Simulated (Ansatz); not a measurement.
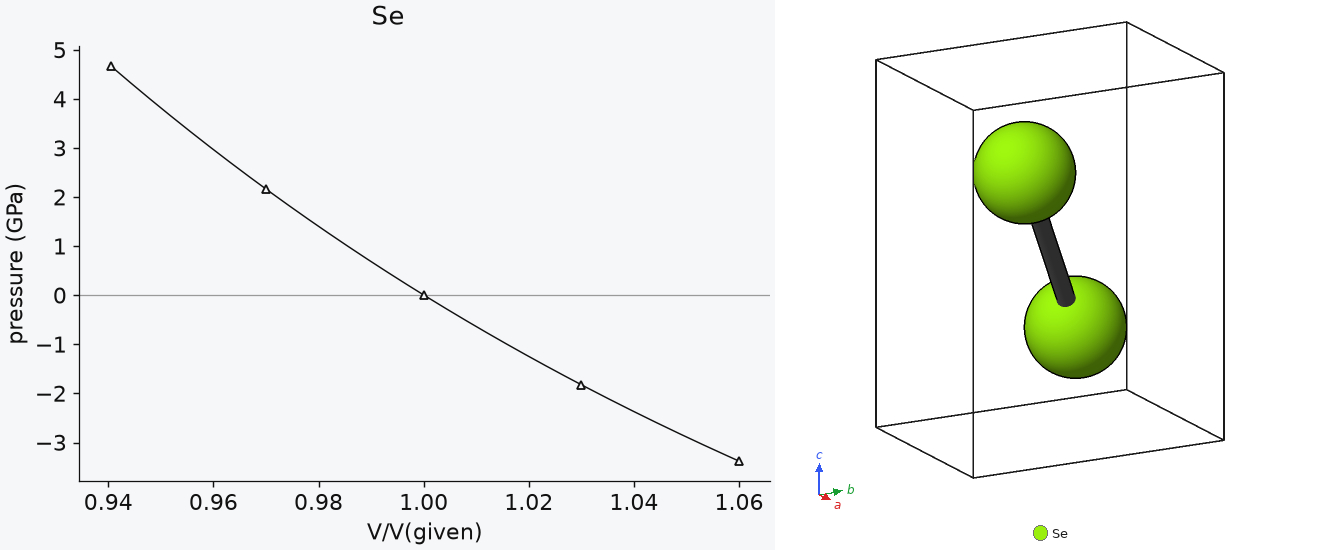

The plot gives the computed pressure against V/V(given) for Se, space group P6_3/mmc (No. 194). The conventional cell is drawn beside the plot.

The given structure:
```
CELL_PARAMETERS angstrom
3.68380 0.00000 0.00000
-1.84190 3.19026 0.00000
0.00000 0.00000 3.81281
ATOMIC_POSITIONS crystal
Se 0.33333 0.66667 0.25000
Se 0.66667 0.33333 0.75000
```

Calculation (Ansatz 0.2.0): periodic Kohn-Sham DFT of a crystal at fixed atoms, scaled to the stated factor times the given cell; pressure positive in compression. Level: PBE.

- method: frozen-core PAW
- relativity: scalar
- k mesh: 19×19×10
- occupations: Fermi–Dirac
- smearing width: 0.03 eV
- wave cutoff: 420 eV
- PAW set: soft_2

V(given) is 22.40 Å³/atom.

From this curve and the settings, what does the calculation give for the largest field gradient Vzz at the same points?

The largest field gradient Vzz rises from 12.844 1e21 V/m² at V/V(given) 0.941 to 12.895 1e21 V/m² at 1.060.

```json
{"V/V(given)": "0.941", "largest field gradient Vzz (1e21 V/m²)": "12.844"}
{"V/V(given)": "0.970", "largest field gradient Vzz (1e21 V/m²)": "12.845"}
{"V/V(given)": "1.000", "largest field gradient Vzz (1e21 V/m²)": "12.876"}
{"V/V(given)": "1.030", "largest field gradient Vzz (1e21 V/m²)": "12.877"}
{"V/V(given)": "1.060", "largest field gradient Vzz (1e21 V/m²)": "12.895"}
```

Caveats: no gap: field gradients move with the k mesh; shape and atomic fractions are frozen while scaling, which makes layered, chain and framework solids too stiff.
